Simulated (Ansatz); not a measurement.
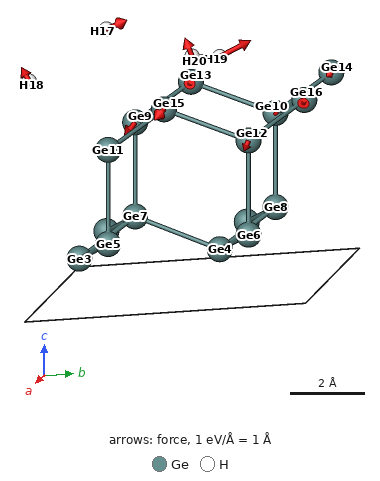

Starting geometry of a slab of composition Ge4H (cut from the Fd-3m phase) with the computed forces as red arrows. The picture is a ball-and-stick view of the cell of the calculation, outlined in the plane, without the vacuum (origin shifted), seen slightly off an axis.

Case: 2 H2 a cell, tilted, over a hollow Ge-Ge site. The slab is the (1 1 1) face of Ge with H2 on it. 8 atoms are held fixed.

Computed with Ansatz 0.2.0, DFT PBE+D3(BJ), scalar-relativistic, plane waves, PAW. (plane-wave cutoff 420 eV; k-point mesh 3 × 3 × 1; occupations gaussian; smearing width 0.1 eV; no spin polarisation; dipole correction; atoms relaxed in a fixed cell; force threshold 0.04 eV/Å; at most 100 steps)

Q: Is this structure relaxed? If not, where do the atoms go?

A: It isn't relaxed: the largest force vector, on an H atom, is 0.97 eV/Å. The final displacements follow the starting forces only in part (cosine between the two patterns 0.53). The largest move is that of an H atom, 1.81 Å at 16° to the normal (+c side). Largest moves by element: H 1.81 Å, Ge 0.03 Å. The cell doesn't change. Among the contacts that change: Ge–Ge 2.592 → 2.597 Å. The energy falls by 0.909 eV per cell of the calculation in 14 geometry steps. The largest force component goes from 0.85 to 0.0034 eV/Å. The forces were under the threshold at step 10, but the run went on from there. The run took 7.6 min on 4 threads of Arm Neoverse V2 (shared host), peak memory 3.3 GiB.

Limits of the set-up: the periodic images lie only 8.1 Å apart, so the values are limited by the cell's size.
